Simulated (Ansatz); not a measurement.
# Electron scattering at the twin(10-12) boundary in hcp Ru with N (interstitial), part 2 of 2

Wanted: what the twin(10-12) boundary in hcp Ru with N (interstitial) costs an interconnect.

Ansatz 0.2.0; Ansatz plane-wave DFT, PBE, PAW files; relaxation of a bicrystal slab with its lowest layers held; PAW set soft_1 (the session's first sound run).

So far. Step 2 (Relaxing the bicrystal): The largest force component on a free atom ends at 0.0098 eV/Å, under the tolerance of 0.03, after 13 steps.

## Step 3: Transmission across the boundary

This step: Ansatz plane-wave DFT, PBE, PAW files; ballistic transport by layer matching (Landauer), zero bias; boundary relaxed in a short slab, bulk layers laid on; PAW set soft_1 (Ansatz 0.2.0).

System of this step: twin(10-12) boundary in hcp Ru with N (interstitial). The cell holds 58 atoms: 57 Ru and 1 N. Its edges and angles: a = 6.348 Å, b = 2.706 Å, c = 53.041 Å, α = 90.0°, β = 90.0°, γ = 90.0°. It derives from Ru. Regions: lower grain, 22 atoms (22 Ru); boundary, 18 atoms (17 Ru and 1 N); upper grain, 18 atoms (18 Ru). Vacuum lies along c.

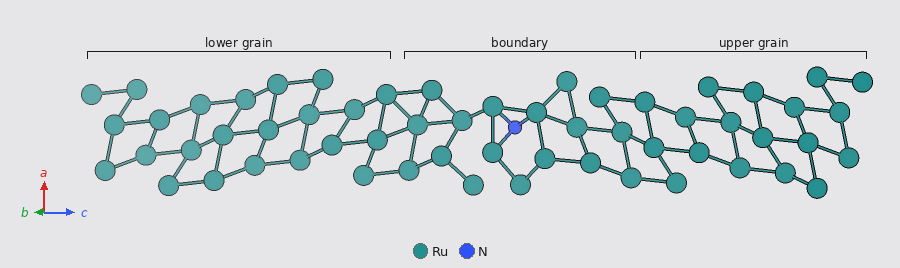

The cell of this step (ruthenium teal, nitrogen blue). Some periodic images of atoms are drawn too.

The input, input.yaml:

```yaml
crystal:
  lattice:
    - [6.3481279548, 0.0, 0.0]
    - [0.0, 2.7058, 0.0]
    - [0.0, 0.0, 53.0406161845]
  atoms:
    - { symbol: Ru, position: [4.837733358, -6.5833333333, 0.0754139052] }
    - { symbol: Ru, position: [4.1560563199, -7.0833333334, 0.0952802218] }
    - { symbol: Ru, position: [4.5652178008, -6.0833333333, 0.1052133801] }
    - { symbol: Ru, position: [3.8835407627, -6.5833333334, 0.1250796968] }
    - { symbol: Ru, position: [4.2927022436, -5.5833333333, 0.1350128551] }
    - { symbol: Ru, position: [3.6110252055, -6.0833333334, 0.1548791717] }
    - { symbol: Ru, position: [4.0201866864, -5.0833333333, 0.16481233] }
    - { symbol: Ru, position: [3.3385096483, -5.5833333334, 0.1846786466] }
    - { symbol: Ru, position: [3.7476711292, -4.5833333333, 0.194611805] }
    - { symbol: Ru, position: [3.0659940911, -5.0833333334, 0.2144781216] }
    - { symbol: Ru, position: [3.475155572, -4.0833333333, 0.2244112799] }
    - { symbol: Ru, position: [2.7934785339, -4.5833333334, 0.2442775965] }
    - { symbol: Ru, position: [3.2026400148, -3.5833333333, 0.2542107548] }
    - { symbol: Ru, position: [2.5209629767, -4.0833333334, 0.2740770715] }
    - { symbol: Ru, position: [2.9301244576, -3.0833333333, 0.2840102298] }
    - { symbol: Ru, position: [2.2484474195, -3.5833333334, 0.3038765464] }
    - { symbol: Ru, position: [2.6576089004, -2.5833333333, 0.3138097047] }
    - { symbol: Ru, position: [1.9759318623, -3.0833333334, 0.3336760213] }
    - { symbol: Ru, position: [2.3850933432, -2.0833333333, 0.3436091797] }
    - { symbol: Ru, position: [1.7034163051, -2.5833333334, 0.3634754963] }
    - { symbol: Ru, position: [2.112577786, -1.5833333333, 0.3734086546] }
    - { symbol: Ru, position: [1.4309007479, -2.0833333334, 0.3932749712] }
    - { symbol: Ru, position: [0.8400622288, 0.9166666667, 0.4032081295] }
    - { symbol: Ru, position: [0.1583851907, 0.4166666667, 0.4230744462] }
    - { symbol: Ru, position: [0.5671008618, 0.4166666667, 0.4322718149] }
    - { symbol: Ru, position: [0.8785089987, 0.9166666667, 0.4530604497] }
    - { symbol: Ru, position: [0.2875535243, 0.9166666667, 0.4634897586] }
    - { symbol: Ru, position: [0.606058184, 0.4166666667, 0.4813067524] }
    - { symbol: Ru, position: [0.0255230876, 0.4166666667, 0.4935405495] }
    - { symbol: Ru, position: [0.3195813877, 0.9166666667, 0.5196454531] }
    - { symbol: Ru, position: [0.7335506915, 0.9166666667, 0.5198040329] }
    - { symbol: Ru, position: [0.0290203414, 0.4166666667, 0.5451899365] }
    - { symbol: "N", position: [0.5448950749, 0.4166666667, 0.5391525628] }
    - { symbol: Ru, position: [0.6783864696, 0.9166666667, 0.567627697] }
    - { symbol: Ru, position: [0.2647232818, 0.9166666667, 0.576714145] }
    - { symbol: Ru, position: [-0.0438826583, 0.4166666667, 0.5959570631] }
    - { symbol: Ru, position: [0.5461172033, 0.4166666667, 0.606907277] }
    - { symbol: Ru, position: [0.2264932338, 0.9166666667, 0.6268037142] }
    - { symbol: Ru, position: [0.818520364, 0.9166666667, 0.6365344324] }
    - { symbol: Ru, position: [0.5017956242, 0.4166666667, 0.6563808916] }
    - { symbol: Ru, position: [1.0918350323, -1.5833333334, 0.6663239787] }
    - { symbol: Ru, position: [1.7735120704, -1.0833333333, 0.6861902953] }
    - { symbol: Ru, position: [1.3643505895, -2.0833333334, 0.6961234536] }
    - { symbol: Ru, position: [2.0460276276, -1.5833333333, 0.7159897702] }
    - { symbol: Ru, position: [1.6368661467, -2.5833333334, 0.7259229285] }
    - { symbol: Ru, position: [2.3185431848, -2.0833333333, 0.7457892452] }
    - { symbol: Ru, position: [1.9093817039, -3.0833333334, 0.7557224035] }
    - { symbol: Ru, position: [2.591058742, -2.5833333333, 0.7755887201] }
    - { symbol: Ru, position: [2.1818972611, -3.5833333334, 0.7855218784] }
    - { symbol: Ru, position: [2.8635742992, -3.0833333333, 0.805388195] }
    - { symbol: Ru, position: [2.4544128183, -4.0833333334, 0.8153213534] }
    - { symbol: Ru, position: [3.1360898564, -3.5833333333, 0.83518767] }
    - { symbol: Ru, position: [2.7269283755, -4.5833333334, 0.8451208283] }
    - { symbol: Ru, position: [3.4086054136, -4.0833333333, 0.8649871449] }
    - { symbol: Ru, position: [2.9994439327, -5.0833333334, 0.8749203032] }
    - { symbol: Ru, position: [3.6811209708, -4.5833333333, 0.8947866199] }
    - { symbol: Ru, position: [3.2719594899, -5.5833333334, 0.9047197782] }
    - { symbol: Ru, position: [3.953636528, -5.0833333333, 0.9245860948] }
kpoints:
  mp_grid: { grid: [4, 9, 1] }
hamiltonian:
  xc: pbe
  pseudopotentials: { kind: paw, azcp: { folder: soft_1 } }
scf:
  occupations: { method: fermi_dirac, width: 0.1 }
output:
  transmission:
    leads: [[12, 14], [46, 48]]
    kmesh: [10, 24]
    e_range: [-0.1, 0.1]
    de: 0.05
  write_potential: true
  write_density: true
  volumetric_format: npy
  elf: true
```

Command:

```sh
$ ansatz run input.yaml --threads 8 --pin off --max-ram 15360MiB --backend cpu --events-out ev --progress --plain --runs-dir out
```

Numbers of over 12 decimals in the logs are rounded to 6 here.

The program printed:

```text
[...]
Crystal: 58 atoms, lattice volume = 911.066 Å³
Basis set: ecut = 420 eV, 17893 PW (Γ)
Bands: 551, of which v1, the nominal top of the filled ones, is band 459 counted from 1 (458 counted from 0)
Symmetry: 2 space group operations
[...]
k-points: 15 of 36 (time reversal used)
[...]
SCF iter   1: F=—  HF=-335500.812551 eV  |F-HF|=—  |Δ(HF+E_count)|=         —  Δρ=1.14e-1  dr2=2.86e2  ethr=3.10e-3  ⟨swp⟩=6.7  Hψ=29143  notcnv=0
[...]
SCF iter  12: F=-335463.100726 eV  HF=-335463.100726 eV  |F-HF|=1.59e-8  |Δ(HF+E_count)|=   9.08e-9  Δρ=1.57e-6  dr2=3.86e-8  ethr=1.09e-11  ⟨swp⟩=9.5  Hψ=22548  notcnv=0
SCF 1 converged in 12 iterations: F = -335463.100726 eV  dr2 = 3.86e-8
[...]
transmission: 596 of 5928 steps passed
transmission: 1188 of 5928 steps passed
[...]
transmission: 5928 of 5928 steps passed
WARN: The output density's exchange-correlation potential varies sharply where the density is thin. Do not read a vacuum level from v_tot or v_xc, or from such a field of the output density. On a cell that repeats whose density bears no net charge and no dipole along the vacuum's axis use v_es (v_loc + v_h of the components); under efield.dipole_correction with no amplitude use v_es + v_field, which holds any externa [...]
SCF converged after 12 iterations
Free energy (F): -335463.100726 eV
[...]
Internal energy: -335461.412392 eV  (E = F + TS)
E sigma→0 (E₀):  -335462.256559 eV
Entropy (-TS):   -1.688333 eV (-29.109 meV/atom)
Fermi energy:    19.286649 eV
[...]
--- Band table (eV; the first three rows and the last of 15) ---
  k-point 0: bands = [... 455 lower, 18.8018, 18.8087, 18.8210, 18.9102, 18.9409, 18.9465, 18.9938, 19.1221, ... 88 higher]
  k-point 1: bands = [... 455 lower, 18.6219, 18.6466, 18.6712, 18.6762, 18.7145, 18.7871, 18.7932, 18.8486, ... 88 higher]
  k-point 2: bands = [... 455 lower, 18.5609, 18.5923, 18.6128, 18.6734, 18.7257, 18.7656, 18.7729, 18.8542, ... 88 higher]
  k-point 14: bands = [... 455 lower, 20.1545, 20.2015, 20.2545, 20.2787, 20.3257, 20.3560, 20.3804, 20.3933, ... 88 higher]
--- Transmission ---
  basis      : 149 plane waves across, 76 finite elements along
  points     : 78, standing for a mesh of 10 x 24
  energies   : 5 from -0.100000 to 0.100000 eV about the Fermi level, 0.050000 eV apart; the leads are filled to 0.000000 eV, and channels, transmission and decay are at 0.000000 eV
  crystal 0  : Ru4, at the sites [12, 14], period 3.1612 Å, over 18.97 Å; its Hamiltonian steps by up to 35.3 meV: too much for a lead, lay more layers or, if its atoms are ordered, name the step of that order
    offset         : up to 0.0000 Å between an atom of the period and one for which it stands
    channels       : 3.850000e0 a spin
    conductance    : none, the energies end too early or step too widely for 300 K: set another output.transmission.e_range or a lower de, or, where they end at an eighth of basis.ecutwfc, a higher one
[...]
channels       : 3.833333e0 a spin
[...]
junction   : crystal 0 to crystal 1, 13.39 to 38.41 Å
    transmission   : 1.732964e0 a spin
[...]
```

Run time: 34 min. Hardware: 8 threads of AMD EPYC (Zen 3), shared host; peak memory 11 GiB; 2.7 h of CPU time.

Reading the cycles: dr2 is the Hartree energy of the density residual (eV), the measure of convergence; HF is the Harris–Foulkes estimate of the energy, which meets the free energy F at convergence.

Numbers from this step:

| Quantity | Value |
| --- | --- |
| free energy | -335463.1007 eV |
| energy at zero smearing | -335462.2566 eV |
| Fermi energy | 19.29 eV |
| cell area | 17.18 Å² |
| transmission per spin nearest the Fermi level | 1.733 |
| open channels per spin nearest the Fermi level | 3.85 |
| open channels per spin, upper lead | 3.833 |
| step of the lead's potential | 35.3 meV |
| step of the upper lead's potential | 21.5 meV |

Per spin. Transmission, zone mean against energy, zero at the Fermi level:

```csv
energy (eV),"transmission, zone mean"
-0.1000,1.75
-0.0500,1.75
0.0000,1.73
0.0500,1.73
0.1000,1.75
```

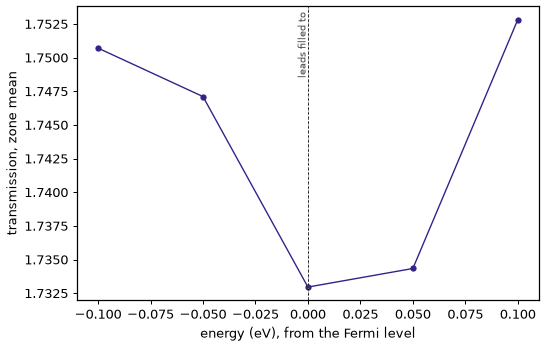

Transmission, zone mean against energy.

Per spin. Open channels, zone mean against energy, zero at the Fermi level:

```csv
energy (eV),lead,upper lead
-0.1000,3.96,3.95
-0.0500,3.92,3.92
0.0000,3.85,3.83
0.0500,3.73,3.78
0.1000,3.82,3.82
```

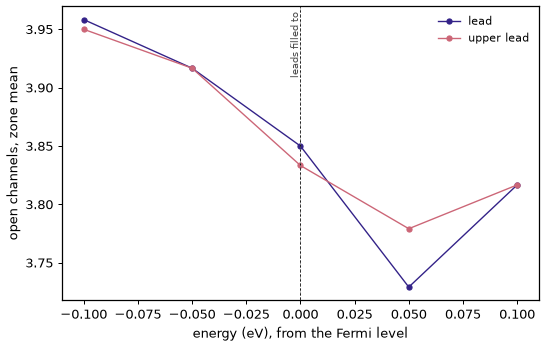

Open channels, zone mean against energy.

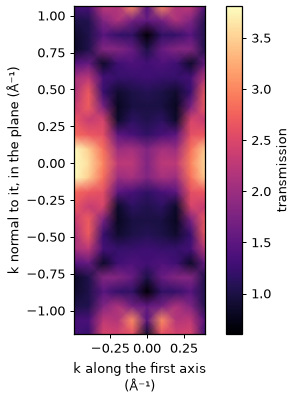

Transmission over k1 and k2. At 0.0000 eV from the Fermi level.

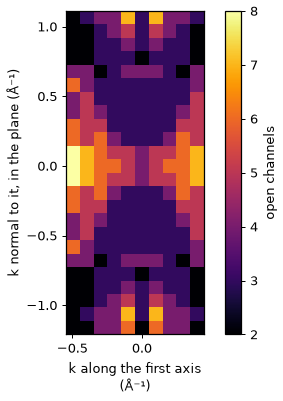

Open channels over k1 and k2. At 0.0000 eV from the Fermi level.

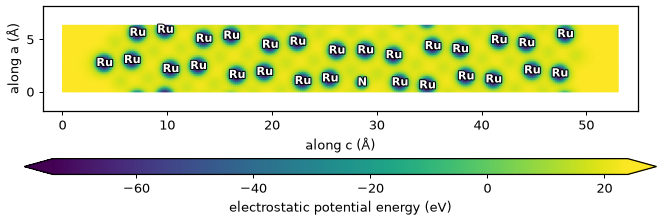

Electrostatic potential energy in the ca plane at fractional y = 0.417, with atoms of Ru and N within 0.2 Å of it. With pseudopotentials it is smooth inside the atoms' cores, unlike the true potential. The map starts off the cell's origin, so that atoms lie inside it.

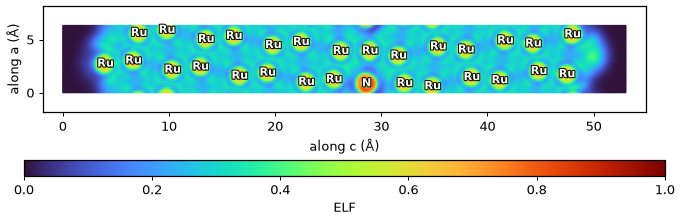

ELF in the ca plane at fractional y = 0.417, with atoms of Ru and N within 0.2 Å of it. It is the smooth field of the valence electrons, not physical close to the nuclei. The map starts off the cell's origin, so that atoms lie inside it.

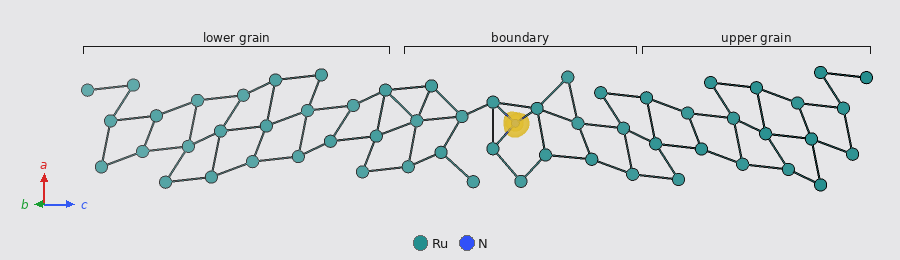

Surface of ELF = 0.74.

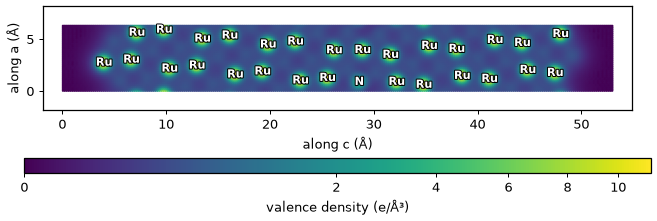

Valence density in the ca plane at fractional y = 0.417, with atoms of Ru and N within 0.2 Å of it. It is the smooth field of the valence electrons, not physical close to the nuclei. The map starts off the cell's origin, so that atoms lie inside it. The colour scale is stretched toward low values.

Over the solved energies the transmission per spin lies between 1.73 and 1.75, out of 3.85 channels of the lead on average (up to 3.96). The log calls the step of a lead's potential too much.

## Step 4: Specific resistance

This step: Ansatz plane-wave DFT, PBE, PAW files; ballistic transport by layer matching (Landauer), zero bias; specific resistance of the boundary; PAW set soft_1 (Ansatz 0.2.0).

This step gave:

- area resistance: 0.6966 fΩ m²
- T over the leads' mean channel count: 0.4521

Averaged over the energies near the Fermi level, 45.2 % of the channels pass, which makes 0.697 fΩ m².

By hand, with T and the leads' channels N averaged over the energies near the Fermi level: RA = A (h/2e²)(1/T − ½[1/N₁ + 1/N₂]) = 17.18×10⁻²⁰ m² × 12 906 Ω × (1/1.744 − ½[1/3.854 + 1/3.859]) = 0.697 fΩ m².

## Step 5: Outcome

```yaml
specific_resistance_of_the_boundary: 0.697 fΩ m²
share_of_channels_that_pass: 0.452
```

**Reading.** The boundary has a specific resistance of 0.70 fΩ m². The boundary reflects 55 % of the channels; 0.70 fΩ m² is 7.0×10⁻¹² Ω·cm². One N in 17.2 Å² of boundary is a high coverage. In the relaxation the upper grain slid sideways by about 0.4 Å, so the result belongs to the position that it found, not to the starting one. One starting structure was relaxed; another shift or atom count at the boundary may lie lower. A lead's potential steps by up to 35 meV from period to period, which the log calls too much, so longer leads could move the result.

[Logs are printed without paths, hosts, clocks, repeated set-up lines and the standing remarks that a program may print on its own settings, such as how far it seeks lower states.]

[Hosts, paths, dates, database ids (printed as entryN), source tags and the programs' standing remarks are cut or masked in the printed files.]
